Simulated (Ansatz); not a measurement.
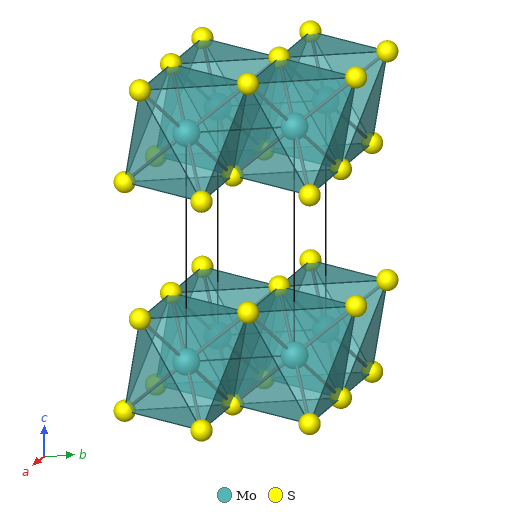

System: MoS₂, space group P-3m1 (No. 164) (cell built by us, not taken from a database). The picture shows the conventional cell.

The given structure:
```
Mo S
1.0
     3.19341    0.00000    0.00000
    -1.59671    2.76558    0.00000
     0.00000    0.00000    6.77165
Mo S
1 2
Direct
  0.00000 0.00000 0.00000
  0.33333 0.66667 0.23384
  0.66667 0.33333 0.76616
```

Input of one of the runs behind the figure:
```
crystal:
  lattice:
    - [3.2145602681, 0.0, 0.0]
    - [-1.607280134, 2.7838908542, 0.0]
    - [0.0, 0.0, 6.8165003127]
  atoms:
    - { symbol: Mo, position: [0.0, 0.0, 0.0], spin: 0.05 }
    - { symbol: S, position: [0.3333333333, 0.6666666667, 0.2338421089] }
    - { symbol: S, position: [0.6666666667, 0.3333333333, 0.7661578911] }
basis:
  ecutwfc: 420
  ecutrho_ratio: 4
kpoints:
  mp_grid: { grid: [12, 12, 6] }
hamiltonian:
  xc: pbe
scf:
  occupations: { method: gaussian, width: 0.05 }
output:
  forces: true
  stress: true
  eigenvalues: true
  populations: true
magnetization:
  spin_polarized: true
relax:
  f_tol: 0.01
  max_steps: 40
  cell: { stress_tol: 0.1, fix: [volume] }
```

Launched with:
```bash
ansatz run input.yaml --threads 2 --pin off --max-ram 2662MiB --backend cpu --events-out ev --progress --plain --runs-dir out
```

Computed with Ansatz 0.2.0: plane-wave density functional theory, PAW datasets, Gaussian smearing 0.05 eV: equation of state, the given cell scaled in volume with shape and atoms relaxed at each volume. Level: PBE, collinear spin. The state reached is without moments.

| setting | value |
| --- | --- |
| PAW set | soft_2 |
| wave cutoff | 420 eV |
| k mesh | 12×12×6 |
| symmetry use | detected |

V(given) is 19.93 Å³/atom.

What does the calculation give for the energy above the given cell and pressure against V/V(given)? The V/V(given) takes the values 0.945, 0.960, 0.980, 1.000, 1.020, 1.040, 1.070, 1.100.

The energy above the given cell is 1.51 meV/atom at V/V(given) 0.945 and 1.26 meV/atom at 1.100; the lowest computed point is at V/V(given) 1.000 (0.00 meV/atom), in a single well. The pressure falls from 0.578 GPa at V/V(given) 0.945 to −0.143 GPa at 1.100, and changes sign near 1.001. The solid is metallic at every point.

```json
{"V/V(given)": "0.945", "energy above the given cell (meV/atom)": "1.51", "pressure (GPa)": "0.578"}
{"V/V(given)": "0.960", "energy above the given cell (meV/atom)": "0.68", "pressure (GPa)": "0.345"}
{"V/V(given)": "0.980", "energy above the given cell (meV/atom)": "0.13", "pressure (GPa)": "0.138"}
{"V/V(given)": "1.000", "energy above the given cell (meV/atom)": "0.00", "pressure (GPa)": "0.008"}
{"V/V(given)": "1.020", "energy above the given cell (meV/atom)": "0.13", "pressure (GPa)": "-0.116"}
{"V/V(given)": "1.040", "energy above the given cell (meV/atom)": "0.38", "pressure (GPa)": "-0.147"}
{"V/V(given)": "1.070", "energy above the given cell (meV/atom)": "0.81", "pressure (GPa)": "-0.125"}
{"V/V(given)": "1.100", "energy above the given cell (meV/atom)": "1.26", "pressure (GPa)": "-0.143"}
```

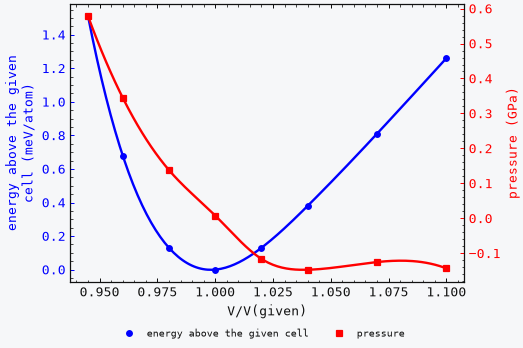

Note: no dispersion term, layers or molecules are underbound; no fit given, since scatter or the place of the minimum failed its tests; not tested for a lower state; in some of the runs the starting moments died away.
